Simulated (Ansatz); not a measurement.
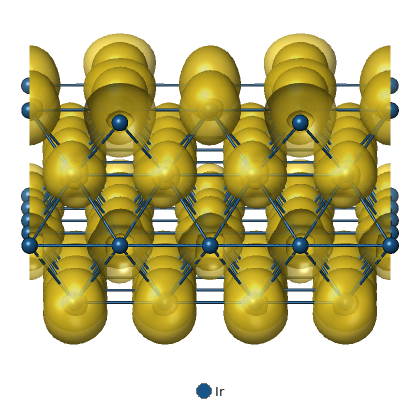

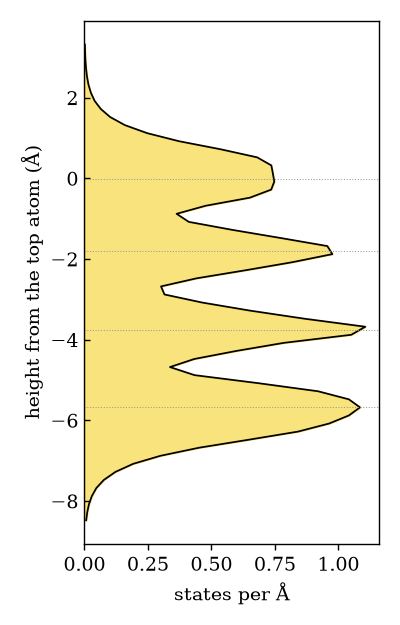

Density of all states between 0.00 and +0.25 eV (zero: the Fermi level) of Ir(100) (Fm-3m bulk, 4 atomic planes (those closer than 0.6 Å count as one), 6 Å) with one Ir vacancy in a 2 × 2 cell: yellow isosurface at 2.7 × 10⁻² e/Å³, seen from the side, and the full density summed over planes, the part near the nuclei included (dotted lines mark the atomic planes).

The first picture shows the smooth PAW orbitals' density alone, which lacks about 22 % of these states' charge, near the nuclei; the shares below count all of it.

Method: Ansatz, DFT PBE, scalar-relativistic, plane waves, PAW. Cutoff 420 eV, 9 × 9 k-points, Gaussian smearing 0.1 eV, dipole correction. The slab is a cut without reconstruction beyond its cell, at the source's lattice constants, with its lower half held fixed and the rest relaxed. The defects repeat every 5.4 Å and interact, so states at the Fermi level and the work function belong to this dense array. No spin polarisation. Spin–orbit coupling is left out; with Ir it can shift levels and gaps. The run couldn't confirm all of its levels under its output density. The run warns that the functional's potential is rough in the thin density of the vacuum, where the tip is; weak contrasts and barriers may feel it.

How is this energy window spread over the atomic planes?

Answer. The window holds 5.6 states per cell. Shares by plane (space cut midway between planes), top to bottom: Ir (3 atoms) 23 %, Ir (4 atoms) 21 %, Ir (4 atoms) 23 %, Ir (4 atoms) 32 %; the outer planes' shares include the vacuum, and density in a gap between layers is shared out between the planes on either side.
